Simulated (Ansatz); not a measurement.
CdIn2O4

CdIn2O4, 56 atoms, a = 9.31 Å, b = 9.31 Å, c = 9.31 Å, α = 90.00°, β = 90.00°, γ = 90.00°.

Space group Fd-3m; started from the measured structure prototype, which need not be the ambient phase.

All numbers below come from DFT, PBE, plane waves, PAW in Ansatz.

> What will maps of the valence pseudo-density and electron localisation function show?

In–O (2.21 Å): the density is about 0.47 e/Å³ at the midpoint; the ELF peaks at about 0.85 in the valence shell of O, 0.6 Å from its nucleus, and is about 0.15 at the midpoint (no localised pair shows between them).
Cd–O (2.23 Å): ρ is about 0.46 e/Å³ halfway; the ELF peaks at about 0.85 in the valence shell of O, 0.6 Å from its nucleus, and drops to about 0.10 between the two atoms (no shared electron pair shows on this line).

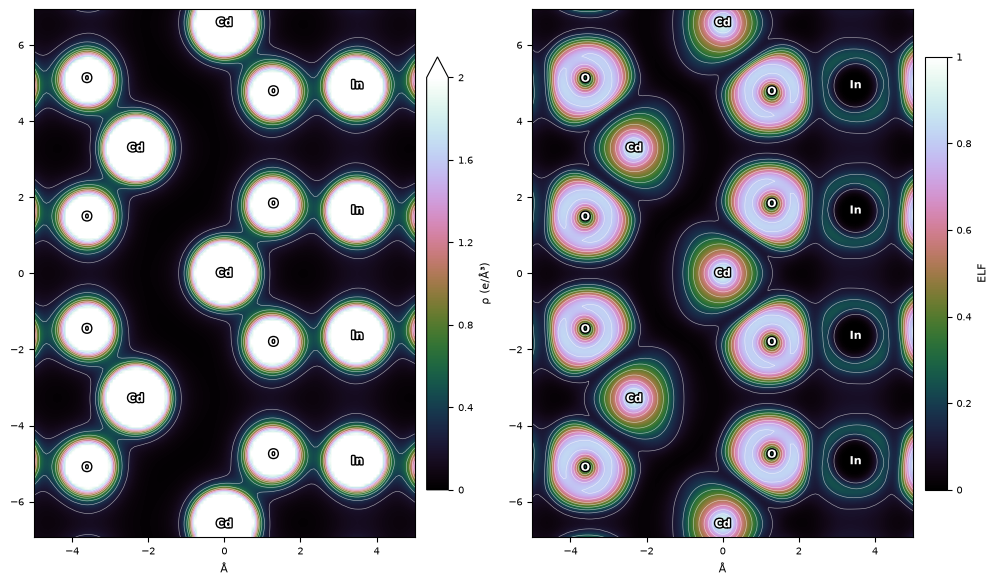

Computed valence pseudo-density and electron localisation function on the (101) plane of the conventional cell, in this order. 
